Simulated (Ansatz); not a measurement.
```xyz
12
Lattice="4.9330 0.0000 0.0000 0.0000 4.9330 0.0000 0.0000 0.0000 6.7927" Properties=species:S:1:pos:R:3 pbc="T T T"
Si    4.0009    0.9321    5.0945
Si    3.3987    3.3987    3.3964
Si    0.9321    4.0009    1.6982
Si    1.5344    1.5344    0.0000
O     0.6265    1.1559    5.4968
O     1.3107    3.0931    0.4023
O     4.3065    3.7772    2.1004
O     3.6224    1.8400    3.7986
O     3.0931    1.3107    6.3904
O     3.7772    4.3065    4.6923
O     1.8400    3.6224    2.9941
O     1.1559    0.6265    1.2959
```

Space group P4₁2₁2.

All numbers below come from Ansatz, Kohn-Sham DFT of a periodic cell, PBE with D4, Ansatz PAW.

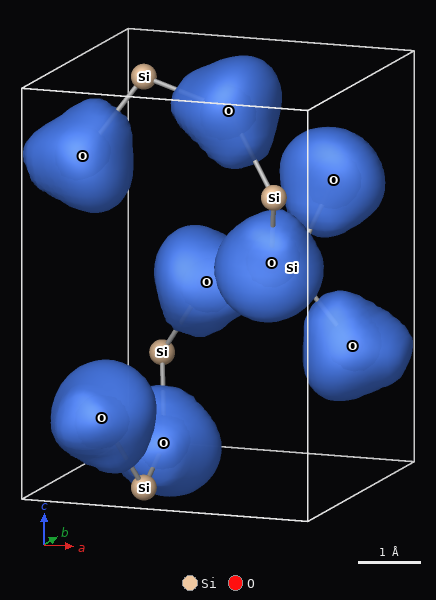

SiO$_{2}$. Isosurface of the ELF at 0.75 (blue), seen slightly off an axis. Only the valence region is drawn (cores and ρ < 0.01 e/Å³ removed). Sticks mark near contacts.

Core electrons are frozen (PAW), and the valence fields are smoothed inside the atomic spheres.

Q: Where are the electrons localised?

A: At this value the surface marks out eight regions on O in which the atom's valence shell and bonds are merged, counted in one cell of 12 atoms. Regions shared between cells count once.

Values along the shortest contacts:
Si–O (1.63 Å): the ELF peaks at about 0.85 between the atoms, as expected for a polar covalent bond.

Q: Does the calculation make it a metal, or give it a gap?

A: It is gapped, with a Kohn–Sham gap of 5.7 eV on the k-point mesh, an upper bound to the gap of this method.
